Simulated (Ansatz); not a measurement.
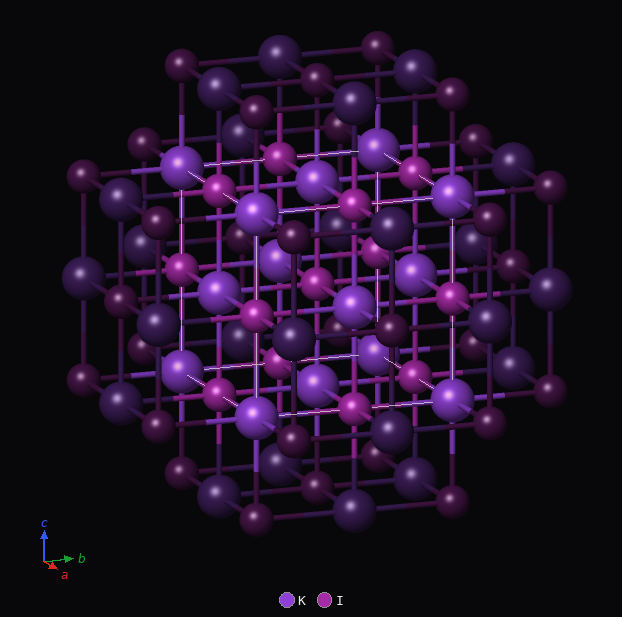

Structure drawing (ball-and-stick), viewed slightly off an axis. Lines trace the edges of the conventional unit cell. Bonds that leave the box are completed with the atoms at their other ends, in fainter colours.

KI, rock salt (NaCl type), space group Fm-3m (No. 225), a = 7.089 Å, b = 7.089 Å, c = 7.089 Å, α = 90.00°, β = 90.00°, γ = 90.00°. The cell started as a structure type filled with these elements by a generator (whether the compound takes this form wasn't checked). Earlier steps of the study, as a rule a relaxation of our own, may have changed the cell and positions, so they can lie some per cent off the listed ones. It was the input of a calculation with Ansatz.

This one geometry was computed with Ansatz (DFT, plane waves, PAW) at five levels of theory: HSE06, PBE with spin-orbit coupling, r2SCAN, PBE and PBE0. It was relaxed beforehand with r2SCAN.

### How does the band gap change with the level of theory?

PBE with spin-orbit coupling: a gap of 3.62 eV, direct; PBE: a gap of 3.94 eV, direct; r2SCAN: a gap of 4.59 eV, direct; HSE06: a gap of 4.94 eV, direct; PBE0: a gap of 5.63 eV, direct.

### Collect the results in a table.

| level | cutoff (eV) | k-mesh of the run's cell | gap (eV) | pressure (GPa) |
| --- | --- | --- | --- | --- |
| HSE06 | 420 | 4×4×4 | 4.94 | 0.3 |
| PBE with spin-orbit coupling | 420 | 6×6×6 | 3.62 | 0.5 |
| r2SCAN | 500 | 6×6×6 | 4.59 | 0.0 |
| PBE | 420 | 6×6×6 | 3.94 | 0.5 |
| PBE0 | 420 | 4×4×4 | 5.63 | 0.3 |

Gaps are taken on the k-mesh or band path of each run.
